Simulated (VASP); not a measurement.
```cif
data_structure
_symmetry_space_group_name_H-M 'P 1'
_symmetry_Int_Tables_number 1
_cell_length_a 2.8186
_cell_length_b 2.8917
_cell_length_c 4.0377
_cell_angle_alpha 90.000
_cell_angle_beta 90.000
_cell_angle_gamma 90.000
_cell_volume 32.91
loop_
_atom_site_label
_atom_site_type_symbol
_atom_site_fract_x
_atom_site_fract_y
_atom_site_fract_z
_atom_site_occupancy
Al1 Al 0.00000 0.00000 0.00000 1
Al2 Al 0.50000 0.50000 0.50000 1
N1 N 0.50000 0.50000 0.00000 1
N2 N 0.00000 0.00000 0.50000 1
```

Space group Immm; started from the rocksalt prototype, which need not be the ambient phase; changed on purpose from its base cell (shear xy strain +2.6%); computed pressure about 6 GPa in this cell.

All numbers below come from VASP 6.6.1, DFT, PBE, plane waves, PAW.

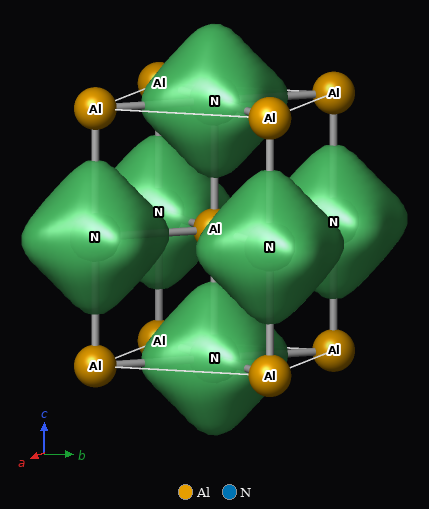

AlN. Isosurface of the electron localisation function at 0.65 (green), seen slightly off an axis. Core shells and regions of very low density are left out. Sticks mark near contacts.

Core electrons are frozen (PAW), and the valence fields are smoothed inside the atomic spheres.

Question: Where are the electrons localised?

Answer: The ELF exceeds this value in two regions on N in which the atom's valence shell and bonds are merged, counted in one cell of 4 atoms. Any copies at cell faces, edges or corners count once. Profiles from the grid: Al–N (2.02 Å): the ELF peaks at about 0.85 in the valence shell of N, 0.7 Å from its nucleus, and is about 0.80 at the midpoint.

Question: Does the calculation make it a metal, or give it a gap?

Answer: It is gapped, with a Kohn–Sham gap of 4.3 eV on the k-point mesh (the band edges may lie off the mesh, which would make the gap smaller).
